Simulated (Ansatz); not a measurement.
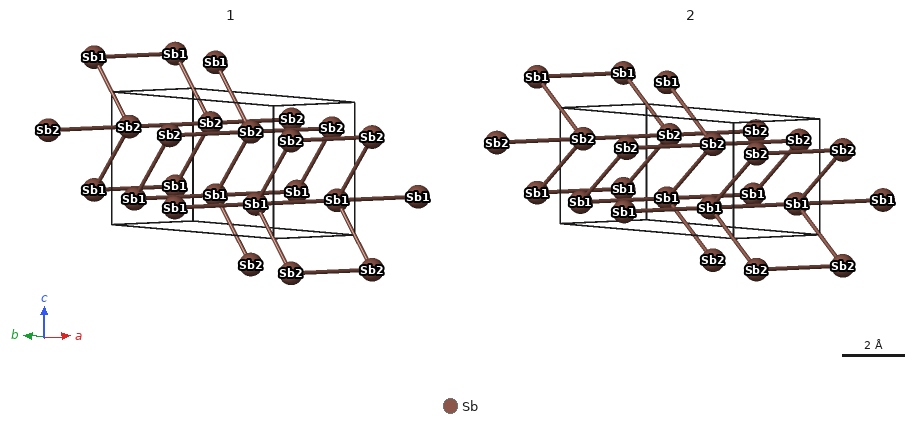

Two geometries of crystalline Sb (built on the Ga_63 type), drawn at one scale. One is the start of a relaxation, the other its converged end. The picture is a ball-and-stick view of the conventional cell (2 times the calculation's cell), seen from a free direction. Lengths and directions refer to the drawn axes.

The calculation used DFT PBE, scalar-relativistic, plane waves, PAW (Ansatz 0.2.0). (plane-wave cutoff 420 eV; k-point mesh 18 × 18 × 14; occupations gaussian; smearing width 0.1 eV; no spin polarisation; cell and atoms relaxed; force threshold 0.01 eV/Å; at most 80 steps)

Q: Which geometry has the lower energy?

A: Structure 1 is the relaxed one. Case: Ga type (Cmcm, No. 63). After 9 accepted moves (11 points after the start) the energy has fallen by 0.366 eV per cell of the calculation. Largest force component: 0.32 eV/Å at the start, 0.00083 eV/Å at the end. Pressure: −2.98 GPa at the start and −0.02 GPa at the end. The SCF was repeated twice at an unchanged geometry on a basis and grid sized afresh for the cell, which shifted the energy by 2.3 meV per cell of the calculation at most. The largest moves relative to the cell, 0.22 Å, are those of Sb1 and Sb2. Sb2 goes along +b. The volume changes by +0.4 %, with a 3.428 → 3.221 Å (−6.0 %), b 9.611 → 8.965 Å (−6.7 %), c 3.747 → 4.293 Å (+14.6 %). Near-neighbour distances that change, for instance: Sb1–Sb2 3.170 → 2.902 Å, Sb1–Sb1 3.428 → 3.221 Å. Bond angles that change, for instance: Sb2–Sb1–Sb2 72.5° → 95.4°. The space group stays Cmcm (No. 63). The run took roughly 7 core-minutes on a shared host.
